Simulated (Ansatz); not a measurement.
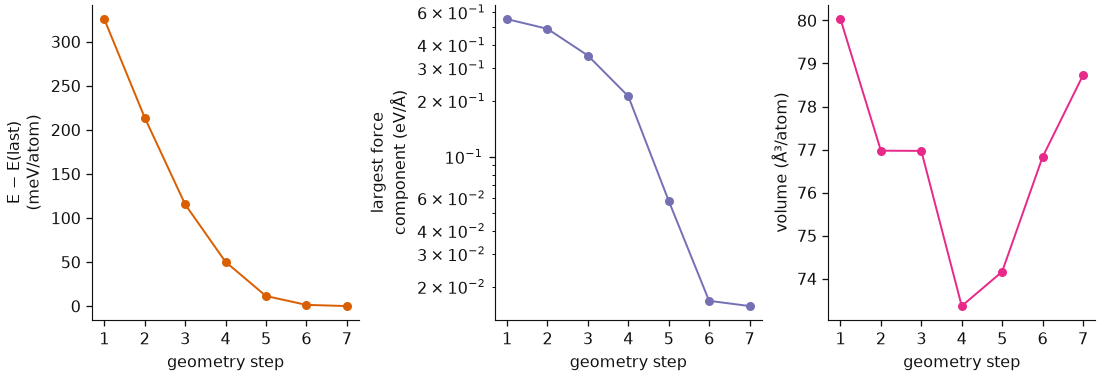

History of a geometry optimisation. Atoms and cell relax. A closing SCF on a freshly chosen basis isn't drawn.

K (Cmce, 4 atoms in the cell); DFT r2SCAN, scalar-relativistic, plane waves, PAW in Ansatz; cutoff 500 eV, 4×4×4 k-mesh, Gaussian smearing of 0.1 eV.

Question: How did the optimisation end?

Answer: The optimisation met its thresholds at geometry 7, counting the start as the first. The energy fell by about 330 meV/atom from the first step to the last. The largest force component goes from about 0.55 eV/Å at the start to 0.016 eV/Å at the end.

Question: Was the starting cell too large or too small?

Answer: The volume shrinks from 80.0 to 78.7 Å³ per atom (−2 %), overshooting to 73.4 at step 4. The start was expanded.

Question: By which step was nine tenths of the energy gained?

Answer: By step 5 of 7.
